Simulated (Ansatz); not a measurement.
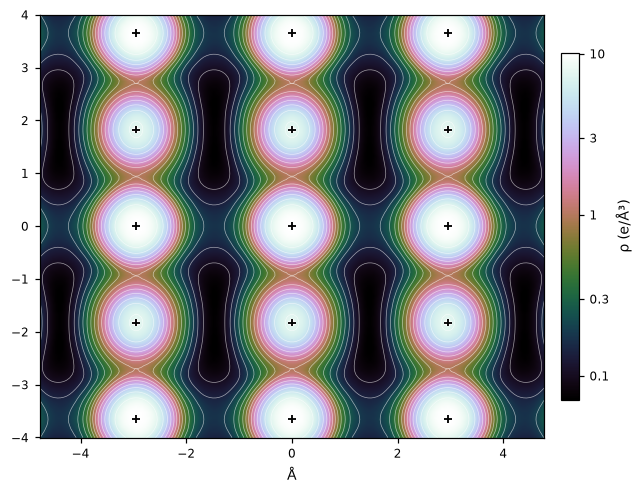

The valence pseudo-density on a plane through atoms (crosses mark nuclei in the plane).

Method: Ansatz, Kohn-Sham DFT of a periodic cell, PBEsol, Ansatz PAW.

Candidates:
A. Zn$_{3}$H, a = 5.99 Å, b = 5.99 Å, c = 5.99 Å, α = 90.00°, β = 90.00°, γ = 90.00°. Space group Fm-3m; a generated structure, not necessarily the stable one; computed pressure about −5 GPa in this cell.
B. Si, a = 3.25 Å, b = 3.25 Å, c = 2.64 Å, α = 90.00°, β = 90.00°, γ = 90.00°. Space group I4/mmm; a structure from a database of computed crystals, not necessarily the ambient phase.
C. TiO, a = 2.95 Å, b = 2.95 Å, c = 3.65 Å, α = 90.00°, β = 90.00°, γ = 90.00°. Space group P4/mmm; a generated structure, not necessarily the stable one.

**Which system is this?**

Candidate C: TiO on the (010) plane of the conventional cell, which holds Ti and O. Ti–O (1.83 Å): the density is about 1 e/Å³ at the midpoint.
